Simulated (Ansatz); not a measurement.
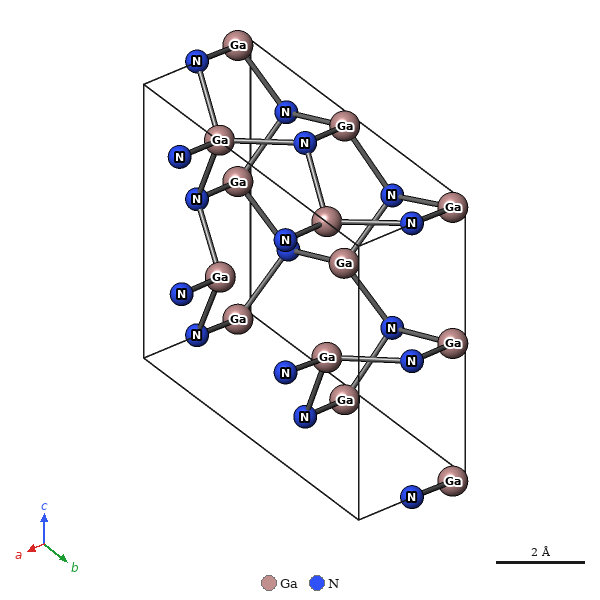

We look at a ball-and-stick model of the crystal slightly off an axis. Atoms at the boundary of the supercell (the box) are drawn once for each face, edge or corner they touch. The host is GaN, in a cell of 16 sites, and the cell carries a charge of +1.

### Describe the defect.

A nitrogen vacancy. Around the empty site lie four Ga at about 1.9 to 2.0 Å.

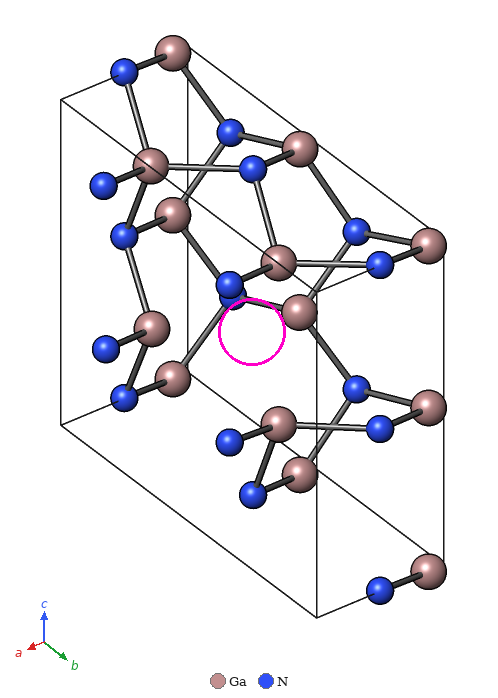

The same cell with a ring at the defect's site.

The atoms were relaxed in the host's cell with DFT PBE, scalar-relativistic, plane waves, PAW in Ansatz.
